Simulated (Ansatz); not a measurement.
**SiNi₃: density, localisation and related maps**

Input file:

```
crystal:
  lattice:
    - [3.1238794641, 0.0, 0.0]
    - [0.0, 3.1238794641, 0.0]
    - [0.0, 0.0, 4.4171655622]
  atoms:
    - { symbol: Si, position: [0.0, 0.0, 0.0] }
    - { symbol: Ni, position: [0.0, 0.5, 0.5] }
    - { symbol: Ni, position: [0.5, 0.0, 0.5] }
    - { symbol: Ni, position: [0.5, 0.5, 0.0] }
basis:
  ecutwfc: 420
kpoints:
  mp_grid: { grid: [16, 16, 16] }
hamiltonian:
  xc: pbe
scf:
  occupations: { method: gaussian, width: 0.15 }
output:
  forces: true
  stress: true
  eigenvalues: true
  write_density: true
  write_potential: true
  elf: true
  volumetric_format: npy
```

Command:

```sh
ansatz run input.yaml --threads 1 --pin off --max-ram 2560MiB --backend cpu --events-out ev --progress --plain --runs-dir out
```

Below, planes, directions and counts refer to the conventional cell (a = 3.12 Å, b = 3.12 Å, c = 4.42 Å, α = 90.00°, β = 90.00°, γ = 90.00°).

Space group P4/mmm; computed pressure about 18 GPa in this cell; computed without spin polarisation.

All numbers below come from Ansatz, DFT PBE, scalar-relativistic, plane waves, PAW.

In a PAW calculation such maps are meaningful between the atoms, not at the nuclei.

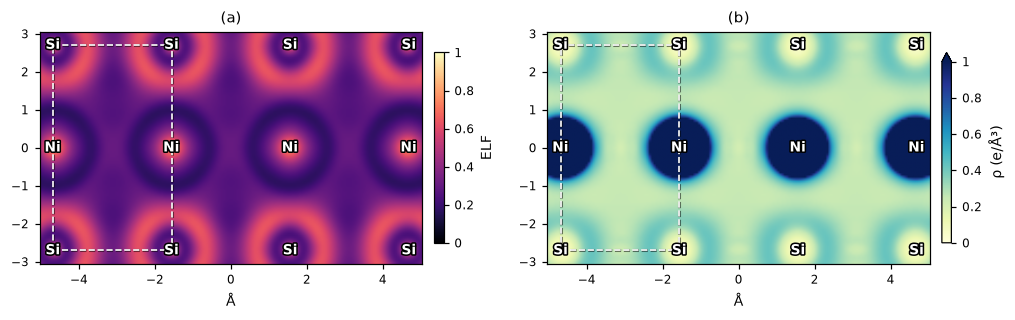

Figure 1. (a) ELF; (b) valence pseudo-density on the (101) plane of the conventional cell.

**What do the fields say about this system?**

The plane passes through Si and Ni nuclei. Between the atoms the lowest density in this plane is 0.21 e/Å³. The features right at Ni lie inside the PAW spheres, where the map follows smoothed inner orbitals and isn't to be read closely.

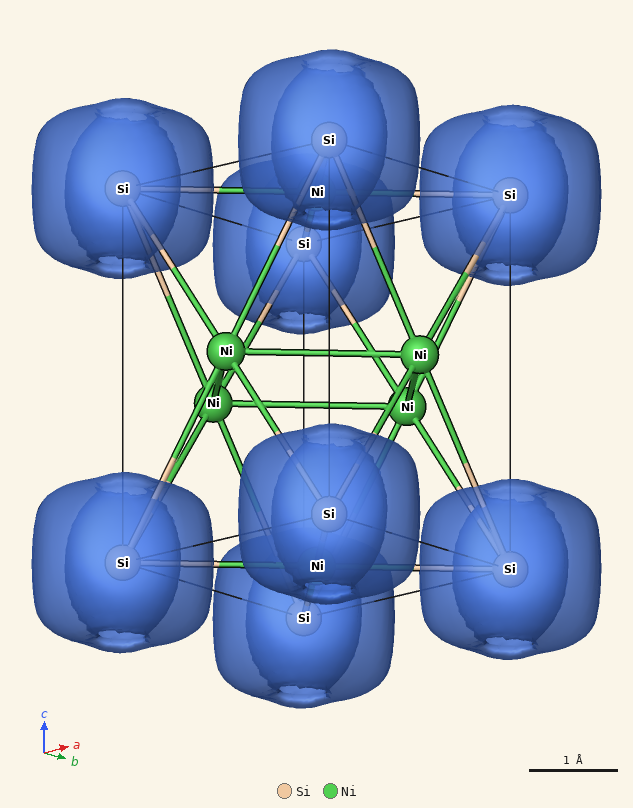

Figure 2. Isosurface of the ELF at 0.55 (blue), seen at an oblique angle. Core shells and regions of very low density are left out. Sticks mark near contacts.

**Where are the electrons localised?**

At this value the surface marks out one region wrapped around Si (its valence shell), counted in one cell of 4 atoms. Regions shared between cells count once. Along the contacts the grid gives the following. Si–Ni (2.21 Å): the ELF peaks at about 0.70 in the valence shell of Si, 0.9 Å from its nucleus, and is about 0.45 at the midpoint. Ni–Ni (2.21 Å): the ELF is about 0.20 at the midpoint; no localised pair shows between them.

**Metal or insulator at this level of theory?**

It is gapless in this calculation (a metal or semimetal).
